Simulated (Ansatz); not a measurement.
```
Rh
1.0
     3.75369    0.00000    0.00000
     0.00000    3.75369    0.00000
     0.00000    0.00000    3.75369
Rh
4
Cartesian
  0.0000 0.0000 0.0000
  1.8768 1.8768 0.0000
  1.8768 0.0000 1.8768
  0.0000 1.8768 1.8768
```

Space group Fm-3m; computed without spin polarisation.

Level of theory: DFT LDA, scalar-relativistic, plane waves, PAW in Ansatz 0.2.0.

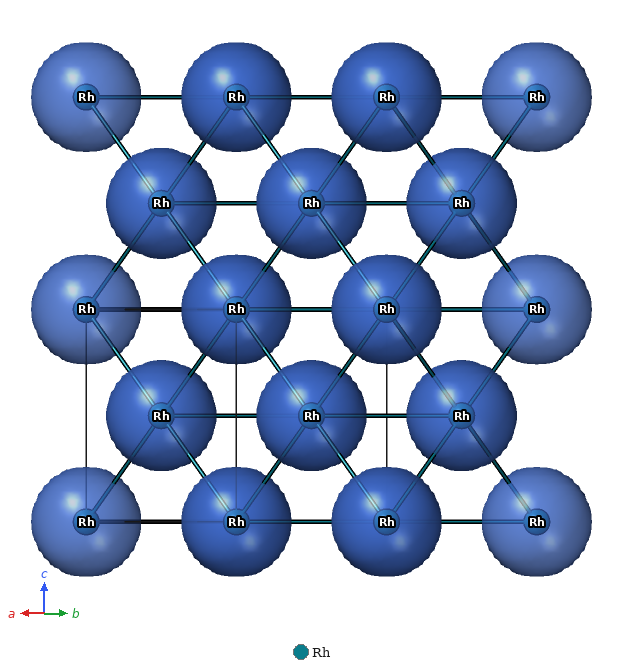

Rh. Isosurface of the valence charge density (pseudo) at 0.8 e/Å³ (blue), seen along [110]. Sticks mark near contacts.

In a PAW calculation such maps are meaningful between the atoms, not at the nuclei.

Q: Which contacts does the surface bridge?

A: At this value the density breaks into separate islands; it holds about 80 % of the electrons treated as valence (semicore included). It bridges none of the near contacts. It is pinched off along the shortest Rh–Rh (2.65 Å) contacts. On the grid the lowest density along these lines, outside the cores, is 0.39 e/Å³ (Rh–Rh, 2.65 Å).

Q: Does the calculation give a band gap?

A: It is metallic or semimetallic at this level of theory: no gap opens.
